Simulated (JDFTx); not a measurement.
**Energy of Rh along an even scaling of the cell**

System: Rh (Fm-3m, 1 atom in the cell).
Method: Kohn-Sham DFT of a periodic cell, RPBE, PseudoDojo-SR-PBE-0.5-standard, no spin polarisation (JDFTx 1.7.0 (patched build)).

The 7 runs differ only in the geometry, by an even scaling of the cell at fixed fractional positions. The structure derives from an entry of the Crystallography Open Database.

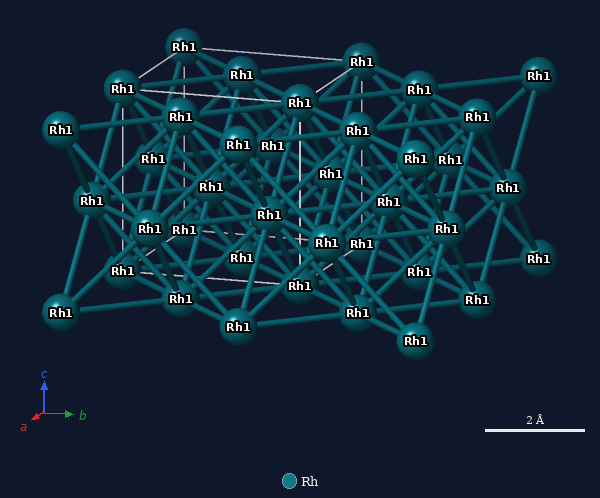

Figure 1. The structure of run 4 (ball-and-stick view of the cell 4 times as large as that of the calculation, set on its symmetry axes, repeated 2 × 2 × 1, seen slightly off an axis; atoms are numbered from 1 in the order of the input).

## Input file of run 4
```
include Rh.lattice
coords-type Lattice
include Rh.ionpos

ion-species pseudo/Rh.upf
elec-cutoff 44
elec-ex-corr gga-x-rpbe gga-c-pbe
kpoint-folding 12 12 12
elec-smearing Fermi 0.0018374661
elec-n-bands 14
electronic-SCF nIterations 100 energyDiffThreshold 1e-09
electronic-minimize nIterations 30 energyDiffThreshold 1e-7
forces-output-coords Cartesian

dump-name run.$VAR
dump End Ecomponents EigStats BandEigs Kpoints Forces Stress ElecDensity Dtot KEdensity
```

## File Rh.lattice of run 4
```
lattice \
    0.0000000000     3.5864167256     3.5864167256 \
    3.5864167256     0.0000000000     3.5864167256 \
    3.5864167256     3.5864167256     0.0000000000
```

## File Rh.ionpos of run 4
```
ion Rh     0.0000000000     0.0000000000     0.0000000000 1
```

Command:
```bash
jdftx -c 1 -i Rh.in -o Rh.out
```

Run 3 differs from it as follows:
```diff
-    0.0000000000     3.5864167256     3.5864167256 \
-    3.5864167256     0.0000000000     3.5864167256 \
-    3.5864167256     3.5864167256     0.0000000000
+    0.0000000000     3.5623460895     3.5623460895 \
+    3.5623460895     0.0000000000     3.5623460895 \
+    3.5623460895     3.5623460895     0.0000000000
```

## Results, with one run withheld

| run | volume per atom (Å³) | free energy per atom, from the lowest run given (meV) | pressure (GPa) |
| --- | --- | --- | --- |
| 1 | 12.851 | 138.27 | 33.86 |
| 2 | 13.125 | 87.30 | 25.79 |
| 3 | 13.398 | ? | ? |
| 4 | 13.671 | 23.05 | 12.17 |
| 5 | 13.945 | 6.97 | 6.52 |
| 6 | 14.218 | 0.00 | 1.50 |
| 7 | 14.492 | 1.07 | −2.94 |

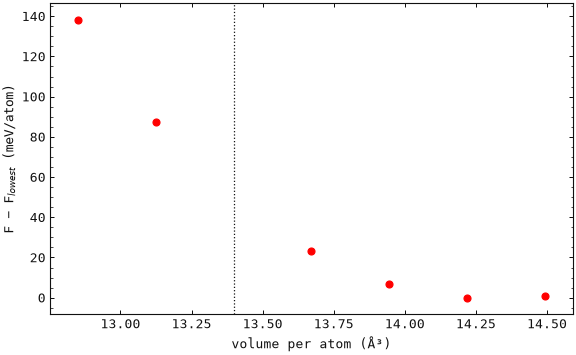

Figure 2. Free energy per atom of the runs given; the dotted line marks run 3.

What should run 3 give?

A cubic polynomial in V^(−2/3) (the Birch–Murnaghan form), fitted to the 6 runs given, misses them by at most 0.05 meV per atom. With x = V^(−2/3) − 0.17469 Å⁻², it reads F = 21.206 + 8649.5 x + 8.7571e+05 x² + 2.8934e+06 x³ (meV per atom). At run 3 it gives 49.43 meV per atom, and the run itself gives 49.34. The slope of the fit gives a pressure −dF/dV of 18.70 GPa there, and the run prints 18.53 GPa. The two needn't agree exactly: the fit is approximate, and the printed stress is taken on a finite basis. The fit has its minimum at 14.314 Å³ per atom, where V d²F/dV² gives 238 GPa: the bulk modulus at this level, since symmetry fixes the shape and the positions.

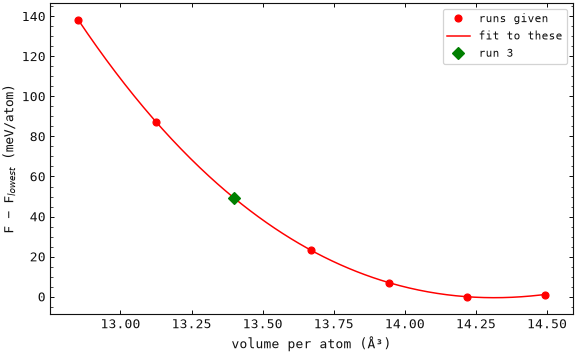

Figure 3. The fit and the withheld run.

## Some lines of the output (run 3)
```
[...]
unit cell volume = 90.4145
   and adds -0.135 GPa to the pressure: cores overlap, or the grid is coarse for them. See exc-core.
     Etot =     -110.8918578271038484
        F =     -110.8921551537012675
	HOMO-LUMO gap: +0.004232
	Optical gap  : +0.006890 at state 20 ( [ +0.000000 +0.166667 +0.333333 ] spin 0 )
```
